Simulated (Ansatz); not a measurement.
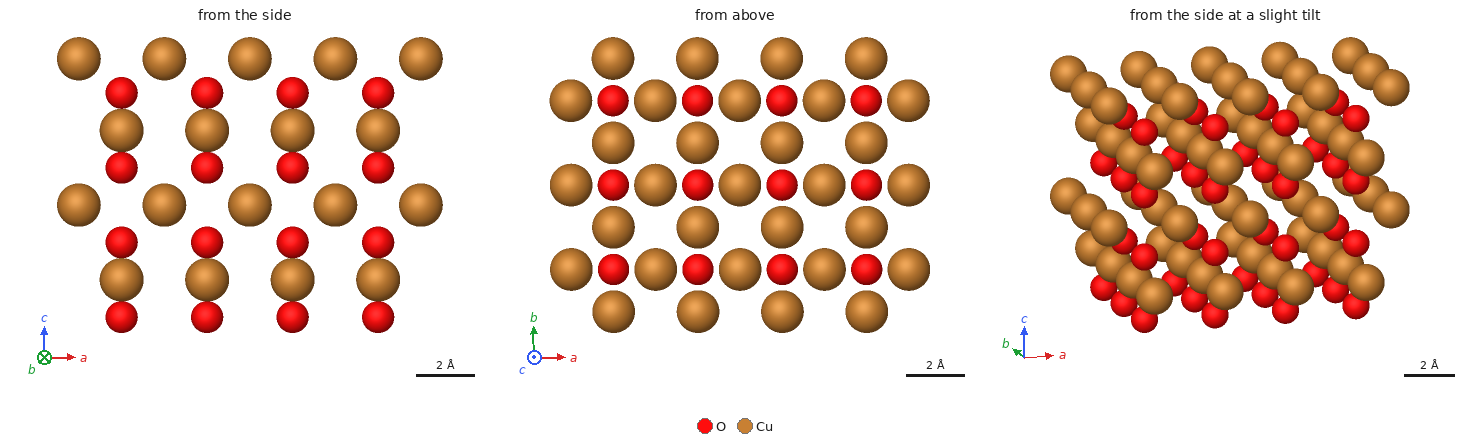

A spheres-only picture of a periodic slab, seen from the side, from above and from the side at a slight tilt. The surface normal points up in side views; the vacuum is left out. 4×3 cells are drawn in the plane, with atoms at the edges repeated.

The cell holds 4 Cu, 4 O. The slab was cut from bulk CuO (Cccm).

**What is exposed at the top and at the bottom?**

The top face ends in Cu, the bottom face in O. The faces differ, so the slab can carry a dipole.

**What height do the atoms span?**

About 9 Å from the lowest to the highest atom.

**What layers make up the slab, from top to bottom?**

Eight planes: Cu / O / Cu / O / Cu / O / Cu / O.

**Which crystal face is exposed?**

(0 0 1).

Results below were computed with DFT PBE, scalar-relativistic, plane waves, PAW in Ansatz; the settings were plane waves up to 420 eV, the zone sampled with 10×10×1 points, Gaussian smearing of 0.1 eV, no spin polarisation.

**State the work functions.**

4.50 eV at the top and 8.48 eV at the bottom.

Starting structure: a structure listed in the Materials Project, from which a slab was cut. The atoms were relaxed in a fixed cell with Ansatz 0.2.0, DFT PBE, scalar-relativistic, plane waves, PAW, but for four held in place.

At this level of theory the run's own cell isn't at rest (forces up to 2.2 eV/Å), so its distances can differ from those at equilibrium, the more so the softer the solid.
